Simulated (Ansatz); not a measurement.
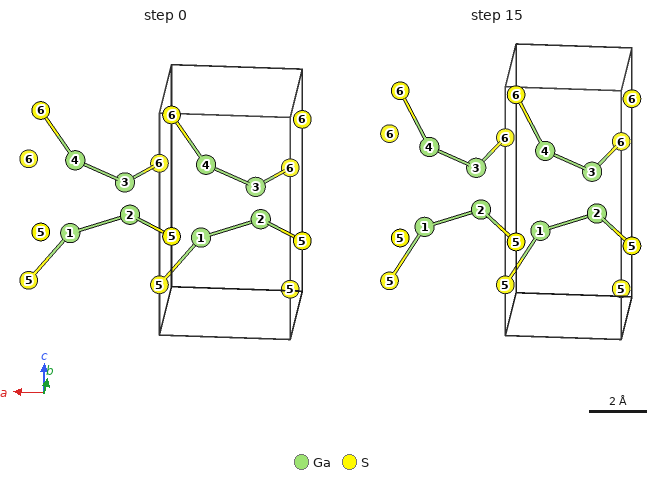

The structure of crystalline Ga2S (built on the random type) before (left) and after (right) a relaxation, at one scale.

Style: ball-and-stick. Shown: the cell of the calculation, repeated 2 × 1 × 1 with one cell outlined, from a free direction.

Case: random cell with space group P-42m (No. 111).

All numbers below come from Ansatz 0.2.0, DFT PBE, scalar-relativistic, plane waves, PAW.

The input:
```yaml
crystal:
  lattice:
    - [4.6130538283, 0.0, 0.0]
    - [0.0, 4.6130538283, 0.0]
    - [0.0, 0.0, 8.3931774867]
  atoms:
    - { symbol: Ga, position: [0.7090097227, 0.2909902773, 0.3815937767] }
    - { symbol: Ga, position: [0.2909902773, 0.7090097227, 0.3815937767] }
    - { symbol: Ga, position: [0.2909902773, 0.2909902773, 0.6184062233] }
    - { symbol: Ga, position: [0.7090097227, 0.7090097227, 0.6184062233] }
    - { symbol: S, position: [0.0, 0.0, 0.2264523379] }
    - { symbol: S, position: [0.0, 0.0, 0.7735476621] }
basis:
  ecutwfc: 420
kpoints:
  mp_grid: { grid: [8, 8, 6] }
hamiltonian:
  xc: pbe
scf:
  occupations: { method: gaussian, width: 0.1 }
output:
  forces: true
  stress: true
  eigenvalues: true
relax:
  adjacent_minimum: "off"
  f_tol: 0.01
  max_steps: 80
  cell: { stress_tol: 0.05 }
```

Launched with:
```bash
ansatz run input.yaml --threads 1 --pin off --max-ram 2560MiB --backend cpu --events-out ev --progress --plain --runs-dir out
```

Q: Summarise the run.

A: Over 12 accepted moves (15 points after the start) the energy falls by 0.231 eV per cell of the calculation. The largest force component goes from 0.028 to 0.0004 eV/Å. Pressure: −0.17 GPa at the start and 0.00 GPa at the end. The line search rejected the trial step at point 5 of the run. At 2 points the geometry stayed and the basis and grid were re-selected for the new cell (energy shift of 1.1 meV per cell of the calculation at most each time). The largest moves relative to the cell, 0.21 Å, are those of S5 and S6. S5 goes along −c. Largest moves by element: S 0.21 Å, Ga 0.09 Å. The drawn cell changes as follows: a = b 4.613 → 4.087 Å (−11.4 %), c 8.393 → 9.404 Å (+12.0 %); the volume changes by −12.1 %. Some distances before and after: Ga1–Ga2 2.727 → 2.577 Å, Ga1–S5 2.302 → 2.287 Å. Among the angles between lasting bonds that change: Ga1–S5–Ga2 111.1° → 88.9°, Ga2–Ga1–S5 145.6° → 134.4°. The space group stays P-42m (No. 111). Cost: 13 min on 1 thread of Arm Neoverse V2, with other jobs on the host, peak memory 0.57 GiB.

Limits of the set-up: layers or molecules are held without a dispersion correction, so their spacing is unreliable.
